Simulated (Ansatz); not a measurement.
# TiO: what the fields show

```
Ti O
1.0
     4.08667    0.00000    0.00000
     0.00000    4.08667    0.00000
     0.00000    0.00000    4.08667
Ti O
3 3
Direct
  0.50000 0.50000 0.00000
  0.00000 0.50000 0.50000
  0.50000 0.00000 0.50000
  0.00000 0.50000 0.00000
  0.50000 0.00000 0.00000
  0.00000 0.00000 0.50000
```

Space group Pm-3m; a structure from a database of computed crystals, not necessarily the ambient phase; computed pressure about −8 GPa in this cell; the program warned that a starting moment wasn't kept; spin-polarised, but the moments vanished.

These are results of DFT PBEsol, scalar-relativistic, plane waves, PAW (Ansatz 0.2.0), not measurements.

In a PAW calculation such maps are meaningful between the atoms, not at the nuclei.

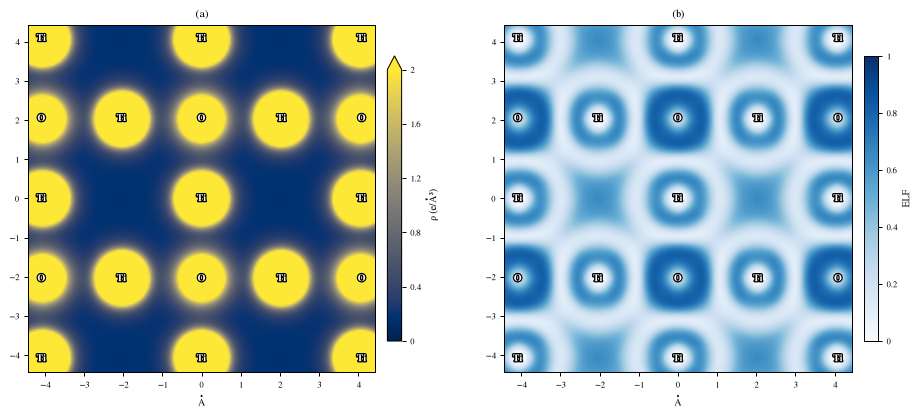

Figure 1. (a) valence pseudo-density; (b) electron localisation function on the (001) plane of the conventional cell.

Question: Describe what can be read from this map.

Answer:
- The section cuts through Ti and O sites.
- Ti–O (2.04 Å): ρ at the midpoint is about 0.54 e/Å³; the ELF peaks at about 0.80 in the valence shell of O, 0.6 Å from its nucleus, and is about 0.15 at the midpoint: no shared electron pair shows on this line.
- Ti–Ti (2.89 Å): the density is about 0.21 e/Å³ at the midpoint; the ELF is about 0.20 at the midpoint; no localised pair shows between them.
- Between the atoms the lowest density in this plane is 0.17 e/Å³.
- The features right at Ti lie inside the PAW spheres, where the map follows smoothed inner orbitals and isn't to be read closely.

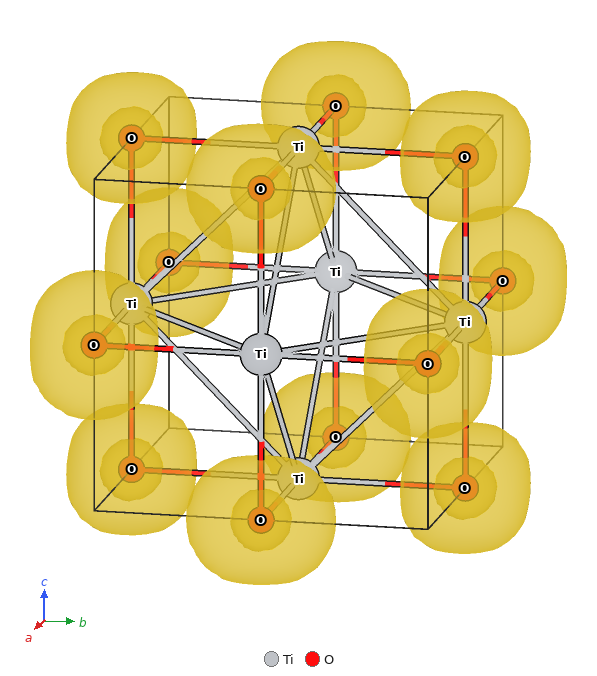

Figure 2. Isosurface of the ELF at 0.7 (yellow), seen slightly off an axis. Only the valence region is drawn (cores and ρ < 0.01 e/Å³ removed). Sticks mark near contacts.

Question: Identify the bonds, lone pairs and shells in this picture.

Answer: The surface consists of three regions wrapped around O (the valence shell of each), counted in one cell of 6 atoms. Regions shared between cells count once.

Question: Metal or insulator at this level of theory?

Answer: It is metallic or semimetallic at this level of theory: no gap opens; semilocal functionals without U, or without the true magnetic order, often close the gap of such compounds.
